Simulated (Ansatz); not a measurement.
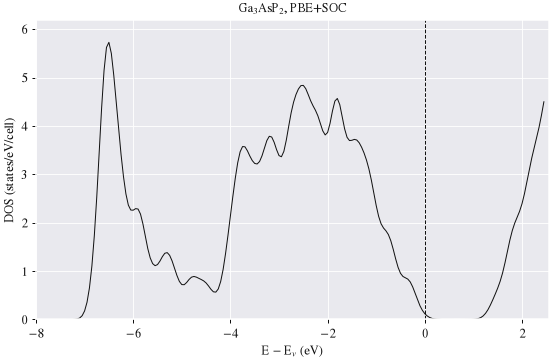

Density of states. Energies are counted from the top of the valence band. The curve is built from the levels of the k mesh with Gaussians 0.3 eV wide, which also blur the band edges.

Calculation on Ga₃AsP₂, space group Imm2 (No. 44), 6 atoms in the cell.

Level of theory: DFT, PBE with spin-orbit coupling, plane waves, PAW, 8×8×8 k mesh; code Ansatz.

Question: Metal or insulator, going by the density of states?

Answer: There is a gap; over the k points computed it is 1.27 eV (direct among those points).

Question: How wide is the upper valence band?

Answer: The upper group of valence states starts about 6.9 eV under the valence-band top, with a gap beneath it; it holds about 18 electrons a cell.
